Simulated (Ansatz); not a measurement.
Ge: single-point calculation (part 2 of 2)

Ge (16 atoms in the cell); DFT PBEsol, scalar-relativistic, plane waves, PAW, no spin polarisation (Ansatz 0.2.0); cutoff 420 eV, 6×6×6 k-mesh, Fermi–Dirac smearing of 0.05 eV. The structure derives from a Materials Project entry. It belongs to a series of runs on one base structure; here: last frame at 300 K on a finer mesh.

Geometry of the input (Å; fractional positions):
```
3.8346  0.0000  -6.3112
3.8346  0.0000  6.3112
-3.8346  -6.6418  0.0000
Ge 0.9771  0.0260  0.5179
Ge 0.4968  0.5771  0.5401
Ge 0.9820  0.0653  0.0113
Ge 0.4561  0.5353  0.0191
Ge 0.7093  0.2817  0.9957
Ge 0.2249  0.7964  0.9984
Ge 0.7041  0.2860  0.4841
Ge 0.2271  0.7582  0.4645
Ge 0.4498  0.2617  0.1732
Ge 0.9263  0.7739  0.1787
Ge 0.4244  0.2146  0.6650
Ge 0.9103  0.7274  0.6569
Ge 0.0251  0.3209  0.3510
Ge 0.5407  0.8509  0.3430
Ge 0.9988  0.3390  0.8279
Ge 0.5486  0.8472  0.8886
```

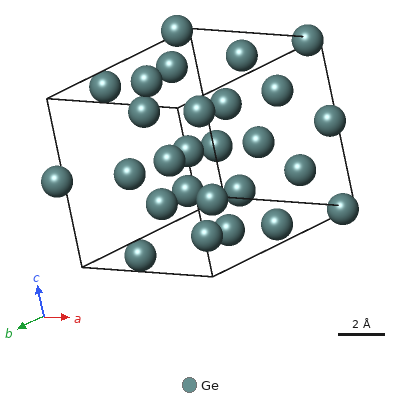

**Figure 1.** The structure as given in the input (spheres-only view of the cell of the calculation, seen at an oblique angle). An atom can appear more than once, as a periodic image.

**Output, continued**
```
  k-point 1: bands = ["-14.8605", "-14.8558", "-14.8414", "-14.8346", "-14.8289", "-14.8224", "-14.8189", "-14.8118", "-14.8058", "-14.7999", "-14.7974", "-14.7960", "-14.7803", "-14.7796", "-14.7754", "-14.7738", "-14.7697", "-14.7638", "-14.7606", "-14.7566", "-14.7522", "-14.7487", "-14.7445", "-14.7427", "-14.7406", "-14.7358", "-14.7346", "-14.7290", "-14.7269", "-14.7257", "-14.7222", "-14.7198", "-14.7169", "-14.7142", "-14.7125", "-14.7109", "-14.7058", "-14.7045", "-14.7024", "-14.6995", "-14.6976", "-14.6954", "-14.6946", "-14.6925", "-14.6898", "-14.6872", "-14.6844", "-14.6823", "-14.6802", "-14.6784", "-14.6761", "-14.6729", "-14.6712", "-14.6687", "-14.6673", "-14.6655", "-14.6614", "-14.6603", "-14.6580", "-14.6552", "-14.6542", "-14.6495", "-14.6457", "-14.6439", "-14.6369", "-14.6343", "-14.6309", "-14.6278", "-14.6251", "-14.6146", "-14.6126", "-14.6054", "-14.5983", "-14.5950", "-14.5881", "-14.5840", "-14.5753", "-14.5671", "-14.5532", "-14.5383", "-3.0012", "-1.0561", "-0.0128", "0.1303", "0.2673", "0.3872", "0.6013", "0.9441", "1.0724", "1.7991", "2.0662", "2.0921", "2.3403", "2.7249", "3.4971", "5.2373", "6.2453", "6.8509", "6.9482", "7.0009", "7.2075", "7.3299", "7.7407", "8.2155", "8.3440", "8.4588", "8.5235", "9.0181", "9.2903", "9.3909", "9.4699", "9.5220", "9.7584", "10.2613", "10.7181", "10.7985", "11.0683", "11.2363", "11.2863", "11.3888", "11.8272", "12.1684", "12.5146", "12.8185", "12.9707", "13.0963", "13.2269", "13.2556", "13.8014", "14.1125", "14.4378", "14.5063", "14.6350", "14.7530", "14.9943"]
  k-point 2: bands = ["-14.8591", "-14.8526", "-14.8395", "-14.8308", "-14.8228", "-14.8198", "-14.8167", "-14.8105", "-14.8037", "-14.8015", "-14.7981", "-14.7949", "-14.7867", "-14.7826", "-14.7816", "-14.7776", "-14.7749", "-14.7707", "-14.7602", "-14.7579", "-14.7527", "-14.7493", "-14.7473", "-14.7442", "-14.7413", "-14.7381", "-14.7366", "-14.7328", "-14.7307", "-14.7282", "-14.7230", "-14.7208", "-14.7182", "-14.7151", "-14.7139", "-14.7112", "-14.7077", "-14.7049", "-14.7030", "-14.7013", "-14.6981", "-14.6957", "-14.6934", "-14.6902", "-14.6892", "-14.6871", "-14.6841", "-14.6824", "-14.6788", "-14.6739", "-14.6730", "-14.6711", "-14.6678", "-14.6660", "-14.6643", "-14.6632", "-14.6578", "-14.6557", "-14.6528", "-14.6504", "-14.6493", "-14.6455", "-14.6424", "-14.6385", "-14.6362", "-14.6318", "-14.6282", "-14.6261", "-14.6245", "-14.6156", "-14.6143", "-14.6093", "-14.6029", "-14.5971", "-14.5912", "-14.5855", "-14.5779", "-14.5722", "-14.5553", "-14.5404", "-2.7464", "-1.7259", "-0.1032", "0.0380", "0.1660", "0.3453", "0.7893", "1.1252", "1.3394", "1.9270", "2.2108", "2.3596", "2.4213", "2.9169", "3.7871", "5.8624", "6.0171", "6.0712", "6.2648", "6.3321", "6.5408", "7.3561", "7.5186", "8.1310", "8.2613", "8.3554", "8.4629", "8.5637", "8.6249", "9.8484", "10.2704", "10.3161", "10.4084", "10.4853", "10.8822", "11.0750", "11.2034", "11.3702", "11.4348", "11.4904", "11.5456", "12.1566", "12.2967", "12.8937", "13.0177", "13.1784", "13.2400", "13.3935", "13.8587", "14.0216", "14.2361", "14.3492", "14.4903", "14.7071", "14.9181"]
  k-point 111: bands = ["-14.8501", "-14.8449", "-14.8365", "-14.8327", "-14.8280", "-14.8171", "-14.8128", "-14.8089", "-14.8035", "-14.8001", "-14.7948", "-14.7913", "-14.7860", "-14.7832", "-14.7809", "-14.7724", "-14.7698", "-14.7692", "-14.7625", "-14.7609", "-14.7563", "-14.7537", "-14.7524", "-14.7492", "-14.7468", "-14.7446", "-14.7406", "-14.7394", "-14.7376", "-14.7353", "-14.7346", "-14.7314", "-14.7287", "-14.7251", "-14.7203", "-14.7150", "-14.7116", "-14.7075", "-14.7032", "-14.7020", "-14.6993", "-14.6939", "-14.6919", "-14.6891", "-14.6857", "-14.6823", "-14.6788", "-14.6766", "-14.6727", "-14.6724", "-14.6694", "-14.6677", "-14.6651", "-14.6643", "-14.6599", "-14.6566", "-14.6548", "-14.6510", "-14.6491", "-14.6479", "-14.6454", "-14.6427", "-14.6397", "-14.6365", "-14.6354", "-14.6292", "-14.6262", "-14.6247", "-14.6217", "-14.6153", "-14.6124", "-14.6066", "-14.5997", "-14.5978", "-14.5879", "-14.5800", "-14.5768", "-14.5711", "-14.5635", "-14.5595", "-1.6525", "-1.4635", "-1.3925", "-1.1895", "-0.8227", "-0.5693", "1.7368", "1.8288", "2.0325", "2.2676", "2.6475", "2.9055", "4.3468", "4.4115", "4.5734", "4.6804", "5.1172", "5.2065", "6.4973", "6.6692", "6.9472", "7.0347", "7.0703", "7.2605", "7.4161", "7.6237", "7.8682", "8.1073", "8.3273", "8.5511", "8.6995", "8.9088", "9.0066", "9.2494", "10.3415", "10.4578", "10.5561", "10.7818", "13.1305", "13.4759", "13.6179", "13.7145", "13.9667", "14.0199", "14.1892", "14.3542", "14.7995", "14.8521", "15.0258", "15.1142", "15.1910", "15.2905", "15.4698", "15.4880", "15.7920"]
--- Löwdin populations: 16 sites ---
  site symbol       q [e]
     0     Ge     13.9963
     1     Ge     13.9673
     2     Ge     13.9782
     3     Ge     13.9778
     4     Ge     13.9861
     5     Ge     13.9664
     6     Ge     13.9891
     7     Ge     13.9659
     8     Ge     13.9722
     9     Ge     13.9643
    10     Ge     13.9726
    11     Ge     13.9756
    12     Ge     13.9554
    13     Ge     13.9799
    14     Ge     13.9711
    15     Ge     13.9669
  spilling = 0.001853 (of n_electrons = 224.000000)
```

**File populations.tsv**
```
# site	symbol	l	j	q
# orbitals = lowdin
# n_electrons = 224.000000
# spilling = 0.001853
0	Ge	0_4S	-	1.485248
0	Ge	1_4P	-	2.513843
0	Ge	2_3D	-	9.997200
1	Ge	0_4S	-	1.552437
1	Ge	1_4P	-	2.417104
1	Ge	2_3D	-	9.997712
2	Ge	0_4S	-	1.537669
2	Ge	1_4P	-	2.442910
2	Ge	2_3D	-	9.997593
3	Ge	0_4S	-	1.524221
3	Ge	1_4P	-	2.456027
3	Ge	2_3D	-	9.997503
4	Ge	0_4S	-	1.530169
4	Ge	1_4P	-	2.458449
4	Ge	2_3D	-	9.997529
5	Ge	0_4S	-	1.571740
5	Ge	1_4P	-	2.396678
5	Ge	2_3D	-	9.997952
6	Ge	0_4S	-	1.482336
6	Ge	1_4P	-	2.509573
6	Ge	2_3D	-	9.997157
7	Ge	0_4S	-	1.566584
7	Ge	1_4P	-	2.401497
7	Ge	2_3D	-	9.997810
8	Ge	0_4S	-	1.527102
8	Ge	1_4P	-	2.447887
8	Ge	2_3D	-	9.997195
9	Ge	0_4S	-	1.594440
9	Ge	1_4P	-	2.372046
9	Ge	2_3D	-	9.997799
10	Ge	0_4S	-	1.580714
10	Ge	1_4P	-	2.394184
10	Ge	2_3D	-	9.997749
11	Ge	0_4S	-	1.540811
11	Ge	1_4P	-	2.437416
11	Ge	2_3D	-	9.997329
12	Ge	0_4S	-	1.578831
12	Ge	1_4P	-	2.378887
12	Ge	2_3D	-	9.997657
13	Ge	0_4S	-	1.509480
13	Ge	1_4P	-	2.473345
13	Ge	2_3D	-	9.997088
14	Ge	0_4S	-	1.572350
14	Ge	1_4P	-	2.401159
14	Ge	2_3D	-	9.997628
15	Ge	0_4S	-	1.523023
15	Ge	1_4P	-	2.446620
15	Ge	2_3D	-	9.997224
```

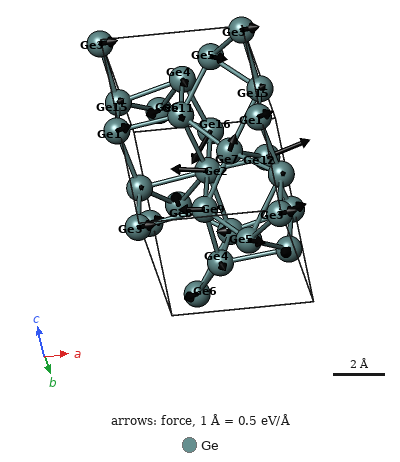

**Figure 2.** Forces on the atoms as black arrows (ball-and-stick view of the cell of the calculation, seen at an oblique angle; atoms are numbered from 1 in the order of the input). The largest act on Ge12 (0.93 eV/Å); Ge16 (0.81 eV/Å); Ge2 (0.76 eV/Å); Ge10 (0.55 eV/Å), among others. The geometry is not a stationary point of this energy.

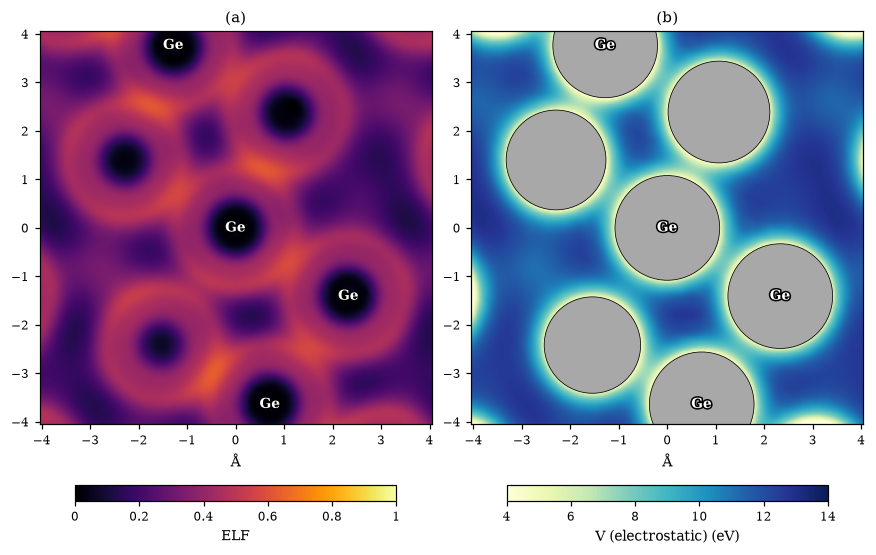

**Figure 3.** (a) ELF; (b) electrostatic potential (local pseudopotential plus Hartree) felt by an electron on the (100) plane of the conventional cell. Grey discs, where drawn, cover atomic cores. The section cuts through Ge sites. Ge–Ge (2.72 Å): the ELF is about 0.60 at the midpoint, as expected for nearly free electrons, as in a simple metal. Ge–Ge (2.76 Å): the ELF is about 0.55 at the midpoint (metallic bonding. Outside the cores the potential energy rises away from the atoms and is highest about 1.9 Å from the nearest atoms; outside the discs it spans about 9 eV, and its zero is arbitrary. In a PAW calculation such maps are meaningful between the atoms, not at the nuclei.

**Key numbers**

| quantity | value |
| --- | --- |
| outcome | converged |
| space group (tolerance 0.01 Å) | P1 (1) |
| electrons treated | 224 |
| free energy | −68051.7996 eV |
| Fermi energy | 9.846 eV |
| gap on the k-point mesh | none (metallic) |
| pressure | −0.88 GPa |
| largest force (length of the vector) | 0.929 eV/Å |
| hardware | 4 threads of Intel Xeon @ 2.50GHz (Skylake/Cascade Lake), 189 GiB of memory available, shared host |
| wall time | 5 min (CPU time 19 min) |
| peak memory | 3.3 GiB |
